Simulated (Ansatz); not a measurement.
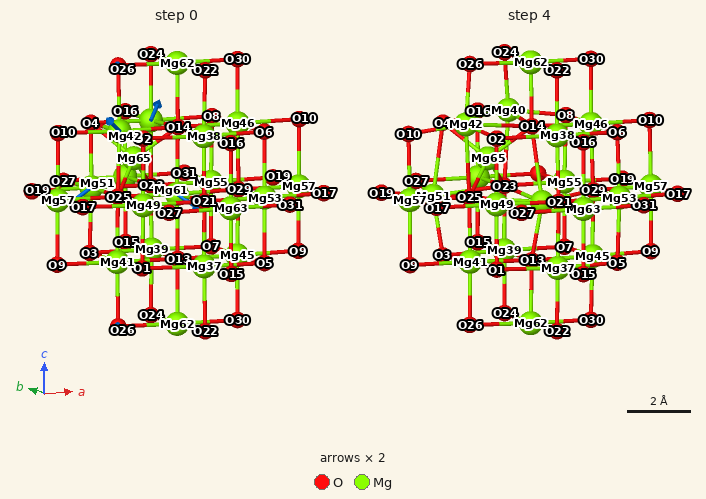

The structure of a defect cell of composition O$_{32}$Mg$_{33}$ before (left) and after (right) a relaxation, at one scale. The blue arrows give the displacements, 2 times their true length.

A ball-and-stick model of the atoms within 5.0 Å of the atom that moves most (axes of the cell of the calculation (origin shifted)), seen slightly off an axis.

Computed with DFT, PBEsol, PAW, plane waves in Ansatz. Set-up: plane-wave cutoff 420 eV; k-point mesh 1 × 1 × 1; mesh shifted by (0.25, 0.25, 0.25); no spin polarisation; atoms relaxed in a fixed cell; force threshold 0.03 eV/Å; at most 80 steps.

> Summarise the run.

The energy falls by 9.221 eV per cell of the calculation in 4 geometry steps. Largest force component: 6.7 eV/Å at the start, 0.014 eV/Å at the end. The largest moves, 0.48 Å, are those of Mg40, Mg42, Mg51 and Mg61. Mg61 goes along [1 −1 −1]. Largest moves by element: Mg 0.48 Å, O 0.12 Å. The cell doesn't change. Near-neighbour distances that change, for instance: Mg51–Mg65 1.790 → 2.291 Å, Mg42–Mg65 1.797 → 2.290 Å, Mg40–Mg65 1.833 → 2.289 Å, Mg61–Mg65 1.835 → 2.286 Å. Among the angles between lasting bonds that change: O23–Mg40–O24 179.8° → 162.1°, O21–Mg61–O23 178.5° → 161.0°, O13–Mg61–O14 178.2° → 161.1°. Cost: 3.4 s on 1 × NVIDIA GB200 with 8 threads of Arm Neoverse-V2, peak memory 1.8 GiB.

Limits of the set-up: the periodic images lie only 8.4 Å apart, so the values are limited by the cell's size.
